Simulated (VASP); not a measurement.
# BaTiO3: the band gap up a ladder of functionals, part 3 of 6

Wanted: bands and gap of BaTiO3 from one functional after another. Left out of this account: 1 further run (bands with TB-mBJ + SOC: it diverged and was aborted). The start is a cell from a database of measured crystal structures.

VASP 6.6.1, plane waves and PAW; the level of theory is named at each step.

So far, least gap on mesh and path (eV): step 2 (bands, level LDA, k 4×4×4) 1.69; step 3 (bands, level PBEsol, k 4×4×4) 1.74; step 4 (bands, level PBE, k 4×4×4) 1.79; step 5 (bands, level r2SCAN, k 4×4×4) 2.19.

### Step 6. Bands with TB-mBJ, k 4×4×4

This step: TB-mBJ; plane waves and PAW (Ba_sv, Ti_sv, O) (VASP 6.6.1).

TB-mBJ is a local potential fitted to gaps: it costs far less than a hybrid but gives no energy.

INCAR reads:

```
SYSTEM = BaTiO3
PREC = Accurate
ENCUT = 520
EDIFF = 1E-06
NELM = 150
ISMEAR = 0
SIGMA = 0.02
LREAL = .FALSE.
ALGO = Normal
METAGGA = MBJ
LASPH = .TRUE.
NBANDS = 35
LORBIT = 11
LWAVE = .FALSE.
LCHARG = .FALSE.
KPAR = 8
```

POSCAR reads:

```
BaTiO3
1.0
    3.9904800000      0.0000000000      0.0000000000
    0.0000000000      3.9904800000      0.0000000000
    0.0000000000      0.0000000000      4.0230300000
Ba Ti O
1 1 3
Direct
    0.0000000000      0.0000000000      0.0000000000
    0.5000000000      0.5000000000      0.5220000000
    0.5000000000      0.5000000000      0.9790000000
    0.5000000000      0.0000000000      0.4880000000
    0.0000000000      0.5000000000      0.4880000000
```

KPOINTS reads:

```
Automatic mesh
0
Gamma
4 4 4
0 0 0
```

KPOINTS_OPT reads:

```
Line mode
16
Line-mode
Reciprocal
  0.00000000   0.00000000   0.00000000 GAMMA
  0.00000000   0.50000000   0.00000000 X

  0.00000000   0.50000000   0.00000000 X
  0.50000000   0.50000000   0.00000000 M

  0.50000000   0.50000000   0.00000000 M
  0.00000000   0.00000000   0.00000000 GAMMA

  0.00000000   0.00000000   0.00000000 GAMMA
  0.00000000   0.00000000   0.50000000 Z

  0.00000000   0.00000000   0.50000000 Z
  0.00000000   0.50000000   0.50000000 R

  0.00000000   0.50000000   0.50000000 R
  0.50000000   0.50000000   0.50000000 A

  0.50000000   0.50000000   0.50000000 A
  0.00000000   0.00000000   0.50000000 Z

  0.00000000   0.50000000   0.00000000 X
  0.00000000   0.50000000   0.50000000 R

  0.50000000   0.50000000   0.00000000 M
  0.50000000   0.50000000   0.50000000 A
```

The projector-augmented-wave data sets are Ba_sv, Ti_sv and O (PBE family, release 64).

The run is started by

```
> mpirun -np 8 vasp_std
```

Numbers of over 12 decimals in the logs are rounded to 6 here.

What it wrote:

```text
[... set-up lines as in an earlier step ...]
 entering main loop
       N       E                     dE             d eps       ncg     rms          rms(c)
DAV:   1     0.887307591875E+03    0.88731E+03   -0.19570E+04  1260   0.122E+03
DAV:   2     0.481279618100E+03   -0.40603E+03   -0.37828E+03  1356   0.353E+02
DAV:   3     0.441277041521E+03   -0.40003E+02   -0.39359E+02  1887   0.109E+02
DAV:   4     0.439374780067E+03   -0.19023E+01   -0.18912E+01  1786   0.194E+01
[...]
DAV:   8     0.451294112973E+03    0.75204E+01   -0.86030E+00  1653   0.246E+01    0.437E+00
DAV:   9     0.450547944047E+03   -0.74617E+00   -0.24319E+00  1387   0.116E+01    0.617E+00
DAV:  10     0.453536219337E+03    0.29883E+01   -0.11031E+01  1303   0.246E+01    0.257E+00
[... 130 further cycles ...]
DAV: 141     0.450737788268E+03    0.21618E+00   -0.41422E-03  1460   0.459E-01    0.423E+00
DAV: 142     0.450705817506E+03   -0.31971E-01   -0.69122E-04  1396   0.200E-01    0.422E+00
DAV: 143     0.450722523725E+03    0.16706E-01   -0.25011E-04  1475   0.110E-01    0.417E+00
DAV: 144     0.450819168911E+03    0.96645E-01   -0.12510E-03  1293   0.211E-01    0.415E+00
[...]
DAV: 148     0.451876996991E+03    0.17016E+00   -0.15999E-01  1269   0.180E+00    0.385E+00
DAV: 149     0.444226706216E+03   -0.76503E+01   -0.34690E+01  1541   0.434E+01    0.897E+00
DAV: 150     0.451930706252E+03    0.77040E+01   -0.52011E+01  1497   0.543E+01
 -----------------------------------------------------------------------------
|                                                                             |
|           W    W    AA    RRRRR   N    N  II  N    N   GGGG   !!!           |
|           W    W   A  A   R    R  NN   N  II  NN   N  G    G  !!!           |
|           W    W  A    A  R    R  N N  N  II  N N  N  G       !!!           |
|           W WW W  AAAAAA  RRRRR   N  N N  II  N  N N  G  GGG   !            |
|           WW  WW  A    A  R   R   N   NN  II  N   NN  G    G                |
|           W    W  A    A  R    R  N    N  II  N    N   GGGG   !!!           |
|                                                                             |
|     The electronic self-consistency was not achieved in the given           |
|     number of steps (NELM). The forces and other quantities evaluated       |
|     might not be reliable so examine the results carefully. If you find     |
|     spurious results, we suggest increasing NELM, if you were close to      |
|     convergence or switching to a different ALGO or adjusting the           |
|     density mixing parameters otherwise.                                    |
|                                                                             |
 -----------------------------------------------------------------------------

   1 F= 0.45193071E+03 E0= 0.45193071E+03  d E =-.341352E-11
 Start KPOINTS_OPT (optional k-point list driver)
k-point batch [1-18\144]
       N       E                     dE             ncg
DAV:   1     0.137615119842E+04   -0.79634E+04     1260
DAV:   2    -0.577450564784E+04   -0.71507E+04     1380
DAV:   3    -0.648774595073E+04   -0.71324E+03     1703
DAV:   4    -0.651922043506E+04   -0.31474E+02     1848
[...]
DAV:   8    -0.652002325831E+04   -0.27081E-04     1349
DAV:   9    -0.652002325960E+04   -0.12871E-05     1194
DAV:  10    -0.652002325966E+04   -0.61617E-07     1053
[...]
k-point batch [127-144\144]
       N       E                     dE             ncg
DAV:   1     0.141499655258E+04   -0.23880E+05     1260
DAV:   2    -0.588586709754E+04   -0.73009E+04     1356
DAV:   3    -0.664603163763E+04   -0.76016E+03     1897
DAV:   4    -0.668033580407E+04   -0.34304E+02     1731
DAV:   5    -0.668127341579E+04   -0.93761E+00     1704
DAV:   6    -0.668128818970E+04   -0.14774E-01     1711
DAV:   7    -0.668128830942E+04   -0.11971E-03     1680
DAV:   8    -0.668128831220E+04   -0.27775E-05     1196
DAV:   9    -0.668128831230E+04   -0.10532E-06     1120
```

Elapsed: 79 s, on 8 MPI ranks of Intel Xeon 6975P-C (Granite Rapids), shared host; peak memory 2 GiB.

From OUTCAR (step 6):

```text
 k-point     1 :       0.0000    0.0000    0.0000
  band No.  band energies     occupation
    ...
     16       3.1758      2.00000
     17       3.3632      2.00000
     18       4.0140      2.00000
     19       4.1128      2.00000
     20       4.1128      2.00000
     21       7.7526      0.00000
     22       8.0058      0.00000
     23       8.0059      0.00000
     24       9.6439      0.00000
     25       9.8467      0.00000
    ...

  Total      -65.2306037    -65.2306037    -62.6895641      0.0000000      0.0000000      0.0000000
  in kB    -1631.3923902  -1631.3923902  -1567.8419637      0.0000000      0.0000000      0.0000000
  external PRESSURE =   -1610.2089147 kB  Pullay stress =       0.0000000 kB

 POSITION                                       TOTAL-FORCE (eV/Angst)
 -----------------------------------------------------------------------------------
      0.00000      0.00000      0.00000         0.000000      0.000000     -0.155865
      1.99524      1.99524      2.10002         0.000000      0.000000     -1.851480
      1.99524      1.99524      3.93855         0.000000      0.000000      1.457245
      1.99524      0.00000      1.96324         0.000000      0.000000      0.275050
      0.00000      1.99524      1.96324        -0.000000      0.000000      0.275050
 -----------------------------------------------------------------------------------
    total drift:                               -0.000000      0.000000     -1.428754

  FREE ENERGIE OF THE ION-ELECTRON SYSTEM (eV)
  ---------------------------------------------------
  free  energy   TOTEN  =       451.9307062520 eV

  energy  without entropy=      451.9307062520  energy(sigma->0) =      451.93070625

[... 8 parts as in an earlier step ...]

[... 11 further parts left out ...]
[key lines of the parts left out:]
E-fermi :   4.5454
```

EDIFF was not reached within NELM cycles, so the run counts as unconverged.

### Step 7. Bands with BLYP, k 4×4×4

This step: BLYP; plane waves and PAW (Ba_sv, Ti_sv, O) (VASP 6.6.1).

BLYP comes from molecular chemistry and underbinds dense solids.

INCAR reads:

```
SYSTEM = BaTiO3
PREC = Accurate
ENCUT = 520
EDIFF = 1E-06
NELM = 100
ISMEAR = 0
SIGMA = 0.02
LREAL = .FALSE.
ALGO = Normal
GGA = B5
ALDAX = 1
AGGAX = 1
AGGAC = 1
ALDAC = 0
NBANDS = 35
LASPH = .TRUE.
LORBIT = 11
LWAVE = .FALSE.
LCHARG = .FALSE.
KPAR = 8
```

POSCAR is that of step 6.

KPOINTS is that of step 6.

KPOINTS_OPT is that of step 6.

The run is started by

```
> mpirun -np 8 vasp_std
```

What it wrote:

```text
[banner, memory and clock lines left out]
running    8 mpi-ranks, on    1 nodes
[...]
[... a notice as in an earlier step ...]

 [... a notice as in an earlier step ...]

 LDA part: xc-table for (Slater(with rela. corr.)+VWN5), standard interpolation
 POSCAR, INCAR and KPOINTS ok, starting setup
[...]
entering main loop
       N       E                     dE             d eps       ncg     rms          rms(c)
DAV:   1     0.401992611154E+03    0.40199E+03   -0.19889E+04  1260   0.123E+03
DAV:   2    -0.894473226904E+01   -0.41094E+03   -0.38159E+03  1357   0.355E+02
DAV:   3    -0.481352134438E+02   -0.39190E+02   -0.38634E+02  1791   0.109E+02
DAV:   4    -0.499098402224E+02   -0.17746E+01   -0.17675E+01  1783   0.190E+01
[...]
DAV:  15    -0.380364811368E+02    0.14757E-04   -0.29440E-05  1759   0.346E-02    0.287E-02
DAV:  16    -0.380364708009E+02    0.10336E-04   -0.18011E-05  1503   0.362E-02    0.364E-03
DAV:  17    -0.380364705878E+02    0.21315E-06   -0.22888E-06  1338   0.106E-02
   1 F= -.38036471E+02 E0= -.38036471E+02  d E =-.324519E-45
 Start KPOINTS_OPT (optional k-point list driver)
k-point batch [1-18\144]
       N       E                     dE             ncg
DAV:   1     0.839853641494E+03   -0.84997E+04     1260
DAV:   2    -0.608414567543E+04   -0.69240E+04     1375
DAV:   3    -0.679224104705E+04   -0.70810E+03     1751
DAV:   4    -0.681797504670E+04   -0.25734E+02     1760
DAV:   5    -0.681854949832E+04   -0.57445E+00     1533
DAV:   6    -0.681855993808E+04   -0.10440E-01     1577
DAV:   7    -0.681856027665E+04   -0.33857E-03     1530
DAV:   8    -0.681856028980E+04   -0.13154E-04     1388
DAV:   9    -0.681856029035E+04   -0.54873E-06     1188
[...]
k-point batch [127-144\144]
       N       E                     dE             ncg
DAV:   1     0.878352418671E+03   -0.24417E+05     1260
DAV:   2    -0.620711547489E+04   -0.70855E+04     1380
DAV:   3    -0.696428794349E+04   -0.75717E+03     1881
DAV:   4    -0.699517774380E+04   -0.30890E+02     1653
[...]
DAV:   8    -0.699604299729E+04   -0.24269E-04     1268
DAV:   9    -0.699604299850E+04   -0.12133E-05     1157
DAV:  10    -0.699604299858E+04   -0.78606E-07      984
```

Run time: 23 s. Hardware: 8 MPI ranks; peak memory 1.7 GiB; 2.9 min of CPU time.

From OUTCAR (step 7):

```text
  Total        4.2995802      4.2995802      5.3512734      0.0000000     -0.0000000      0.0000000
  in kB      107.5308520    107.5308520    133.8332963      0.0000000     -0.0000000      0.0000000
  external PRESSURE =     116.2983334 kB  Pullay stress =       0.0000000 kB

 POSITION                                       TOTAL-FORCE (eV/Angst)
 -----------------------------------------------------------------------------------
      0.00000      0.00000      0.00000        -0.000000      0.000000      0.147691
      1.99524      1.99524      2.10002        -0.000000     -0.000000     -0.311111
      1.99524      1.99524      3.93855        -0.000000     -0.000000      0.183686
      1.99524      0.00000      1.96324        -0.000000      0.000000     -0.010133
      0.00000      1.99524      1.96324         0.000000      0.000000     -0.010133
 -----------------------------------------------------------------------------------
    total drift:                                0.000000      0.000000     -0.000096

  FREE ENERGIE OF THE ION-ELECTRON SYSTEM (eV)
  ---------------------------------------------------
  free  energy   TOTEN  =       -38.0364705878 eV

  energy  without entropy=      -38.0364705878  energy(sigma->0) =      -38.03647059

[... 2 parts as in an earlier step ...]

[... 1 further part left out ...]
[key lines of the parts left out:]
E-fermi :   4.4633
```

At this level the cell is under a pressure of 11.6 GPa, so at these settings it is away from equilibrium.

The electronic bands at the labelled points (eV, zero at the valence-band top; v1 is the highest filled band, c1 the lowest empty one):

```csv
point,v4,v3,v2,v1,c1,c2,c3,c4
Γ,-1.16,-0.45,-0.37,-0.37,1.81,2.18,2.18,3.98
X,-1.82,-1.65,-1.12,-0.97,2.30,3.48,3.55,4.11
M,-1.79,-1.08,-1.08,-0.09,3.57,3.57,3.92,4.68
Γ,-1.16,-0.45,-0.37,-0.37,1.81,2.18,2.18,3.98
Z,-1.94,-1.91,-0.71,-0.71,1.96,3.59,3.59,3.98
R,-1.70,-0.92,-0.88,-0.26,3.50,3.60,3.92,4.85
A,-2.41,-0.18,-0.18,0.00,4.14,4.15,4.15,6.56
Z,-1.94,-1.91,-0.71,-0.71,1.96,3.59,3.59,3.98
jump to X,-1.82,-1.65,-1.12,-0.97,2.30,3.48,3.55,4.11
R,-1.70,-0.92,-0.88,-0.26,3.50,3.60,3.92,4.85
jump to M,-1.79,-1.08,-1.08,-0.09,3.57,3.57,3.92,4.68
A,-2.41,-0.18,-0.18,0.00,4.14,4.15,4.15,6.56
```

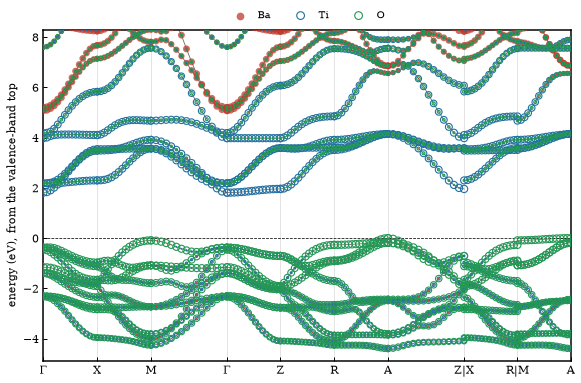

Electronic bands along the path; dots are coloured as in the legend, and their area grows with the weight.

The gap is 1.81 eV, indirect, from A to Γ. Against LDA that is +0.12 eV; this run took 1.5 times the core time.

### Step 8. Bands with SCAN, k 4×4×4

This step: SCAN; plane waves and PAW (Ba_sv, Ti_sv, O) (VASP 6.6.1).

SCAN adds the kinetic-energy density; it is numerically more delicate than r2SCAN.

INCAR: that of step 7 with these lines changed.

```diff
@@ -9,9 +9,5 @@
 ALGO = Normal
-GGA = B5
-ALDAX = 1
-AGGAX = 1
-AGGAC = 1
-ALDAC = 0
+METAGGA = SCAN
+LASPH = .TRUE.
 NBANDS = 35
-LASPH = .TRUE.
 LORBIT = 11
```

POSCAR is that of step 7.

KPOINTS is that of step 7.

KPOINTS_OPT is that of step 7.

The run is started by

```
> mpirun -np 8 vasp_std
```

What it wrote:

```text
[... set-up lines as in an earlier step ...]
 entering main loop
       N       E                     dE             d eps       ncg     rms          rms(c)
DAV:   1     0.349225048334E+03    0.34923E+03   -0.20197E+04  1260   0.126E+03
DAV:   2    -0.716867556713E+02   -0.42091E+03   -0.39174E+03  1366   0.364E+02
DAV:   3    -0.112475694471E+03   -0.40789E+02   -0.40180E+02  1809   0.112E+02
DAV:   4    -0.114312610075E+03   -0.18369E+01   -0.18280E+01  1754   0.194E+01
[...]
DAV:  17    -0.913441429063E+02    0.29289E-05   -0.12596E-06  1088   0.737E-03    0.296E-03
DAV:  18    -0.913441413736E+02    0.15327E-05   -0.20266E-07   714   0.370E-03    0.820E-04
DAV:  19    -0.913441410357E+02    0.33785E-06   -0.10863E-07   711   0.235E-03
   1 F= -.91344141E+02 E0= -.91344141E+02  d E =-.592652E-63
 Start KPOINTS_OPT (optional k-point list driver)
k-point batch [1-18\144]
       N       E                     dE             ncg
DAV:   1     0.217316291029E+03   -0.91222E+04     1260
DAV:   2    -0.697100081156E+04   -0.71883E+04     1372
DAV:   3    -0.770065622460E+04   -0.72966E+03     1750
DAV:   4    -0.772962494760E+04   -0.28969E+02     1768
DAV:   5    -0.773028546460E+04   -0.66052E+00     1496
DAV:   6    -0.773029913946E+04   -0.13675E-01     1596
DAV:   7    -0.773029961546E+04   -0.47600E-03     1512
DAV:   8    -0.773029963447E+04   -0.19012E-04     1431
DAV:   9    -0.773029963529E+04   -0.81894E-06     1232
[...]
k-point batch [127-144\144]
       N       E                     dE             ncg
DAV:   1     0.255909839563E+03   -0.25039E+05     1260
DAV:   2    -0.709555026282E+04   -0.73515E+04     1364
DAV:   3    -0.787866586828E+04   -0.78312E+03     1921
DAV:   4    -0.791069329136E+04   -0.32027E+02     1675
DAV:   5    -0.791151487792E+04   -0.82159E+00     1700
DAV:   6    -0.791152781698E+04   -0.12939E-01     1595
DAV:   7    -0.791152824454E+04   -0.42756E-03     1716
DAV:   8    -0.791152826017E+04   -0.15631E-04     1208
DAV:   9    -0.791152826097E+04   -0.80063E-06     1175
```

Wall time 54 s (8 MPI ranks); peak memory 1.8 GiB.

OUTCAR, selected parts (step 8):

```text
  Total        0.4692417      0.4692417      1.4978417      0.0000000      0.0000000      0.0000000
  in kB       11.7355542     11.7355542     37.4604467      0.0000000      0.0000000      0.0000000
  external PRESSURE =      20.3105184 kB  Pullay stress =       0.0000000 kB

 POSITION                                       TOTAL-FORCE (eV/Angst)
 -----------------------------------------------------------------------------------
      0.00000      0.00000      0.00000         0.000000      0.000000      0.145669
      1.99524      1.99524      2.10002        -0.000000      0.000000     -0.211119
      1.99524      1.99524      3.93855        -0.000000     -0.000000     -0.001764
      1.99524      0.00000      1.96324        -0.000000      0.000000      0.033607
      0.00000      1.99524      1.96324         0.000000      0.000000      0.033607
 -----------------------------------------------------------------------------------
    total drift:                                0.000000      0.000000      0.025050

  FREE ENERGIE OF THE ION-ELECTRON SYSTEM (eV)
  ---------------------------------------------------
  free  energy   TOTEN  =       -91.3441410357 eV

  energy  without entropy=      -91.3441410357  energy(sigma->0) =      -91.34414104

[... 2 parts as in an earlier step ...]

[... 1 further part left out ...]
[key lines of the parts left out:]
E-fermi :   3.8408
```

At this level the cell is under a pressure of 2.0 GPa, so at these settings it is away from equilibrium.

The electronic bands at the labelled points (eV, zero at the valence-band top; v1 is the highest filled band, c1 the lowest empty one):

```csv
point,v4,v3,v2,v1,c1,c2,c3,c4
Γ,-1.21,-0.48,-0.39,-0.39,2.19,2.55,2.55,4.33
X,-1.85,-1.69,-1.18,-1.03,2.67,3.89,3.96,4.47
M,-1.92,-1.12,-1.12,-0.09,3.98,3.98,4.36,5.06
Γ,-1.21,-0.48,-0.39,-0.39,2.19,2.55,2.55,4.33
Z,-2.01,-1.98,-0.76,-0.76,2.34,4.01,4.01,4.33
R,-1.83,-0.96,-0.93,-0.27,3.92,4.02,4.36,5.23
A,-2.47,-0.18,-0.18,0.00,4.59,4.60,4.60,7.06
Z,-2.01,-1.98,-0.76,-0.76,2.34,4.01,4.01,4.33
jump to X,-1.85,-1.69,-1.18,-1.03,2.67,3.89,3.96,4.47
R,-1.83,-0.96,-0.93,-0.27,3.92,4.02,4.36,5.23
jump to M,-1.92,-1.12,-1.12,-0.09,3.98,3.98,4.36,5.06
A,-2.47,-0.18,-0.18,0.00,4.59,4.60,4.60,7.06
```

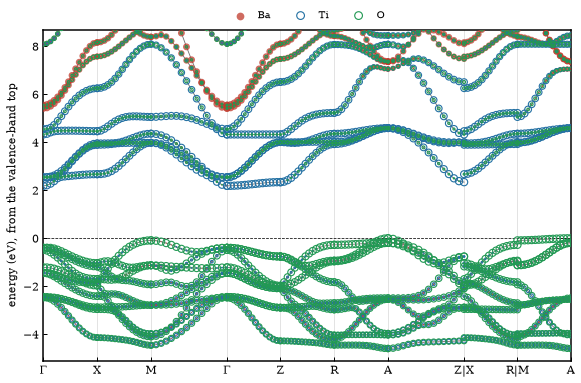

Electronic bands along the path; dots are coloured as in the legend, and their area grows with the weight.

The gap is 2.19 eV, indirect, from A to Γ. Against LDA that is +0.49 eV; this run took 3.6 times the core time.

(Part 3 of 6 ends here.)

[Lines on the potential files, build, host, timing and source positions are cut from VASP's logs without a mark.]

[Logs are printed without paths, hosts, clocks, repeated set-up lines and the standing remarks that a program may print on its own settings, such as how far it seeks lower states.]

[Hosts, paths, dates, database ids (printed as entryN), source tags and the programs' standing remarks are cut or masked in the printed files.]

[A measured line is paired with the nearest computed mode of its activity, which favours agreement.]
